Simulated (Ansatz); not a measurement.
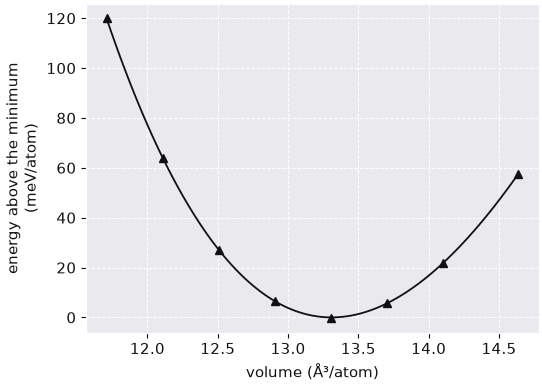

The plot gives the computed energy above the minimum against volume for TiCo, space group Pm-3m (No. 221).

Starting cell:
```yaml
crystal:
  lattice:
    - [2.98559, 0.00000, 0.00000]
    - [0.00000, 2.98559, 0.00000]
    - [0.00000, 0.00000, 2.98559]
  atoms:
    - { symbol: Ti, position: [0.00000, 0.00000, 0.00000] }
    - { symbol: Co, position: [0.50000, 0.50000, 0.50000] }
```

Computed with Ansatz 0.2.0: third-order Birch-Murnaghan fit to density functional energies at scaled volumes of the given relaxed cell, shape and atoms relaxed at each volume; energies count from the fitted minimum; plane waves with PAW datasets, Γ-centred k mesh. Level: PBE, collinear spin. The state reached is ferromagnetic.

| setting | value |
| --- | --- |
| wave cutoff | 420 eV |
| k mesh | 14×14×14 |
| occupations | Gaussian |
| smearing width | 0.1 eV |

From this curve and the settings, what does the calculation give for the pressure and largest moment at the same points?

The pressure falls from 26.81 GPa at volume 11.710 Å³/atom to −12.85 GPa at 14.637 Å³/atom, and changes sign near 13.31 Å³/atom. The largest moment rises from 0.58 μB at volume 11.710 Å³/atom to 1.15 μB at 14.637 Å³/atom.

```
volume (Å³/atom)  pressure (GPa)  largest moment (μB)
          11.710           26.81                 0.58
          12.109           18.40                 0.70
          12.508           11.34                 0.83
          12.907            5.28                 0.92
          13.306           -0.01                 0.99
          13.706           -4.58                 1.04
          14.105           -8.50                 1.09
          14.637          -12.85                 1.15
```
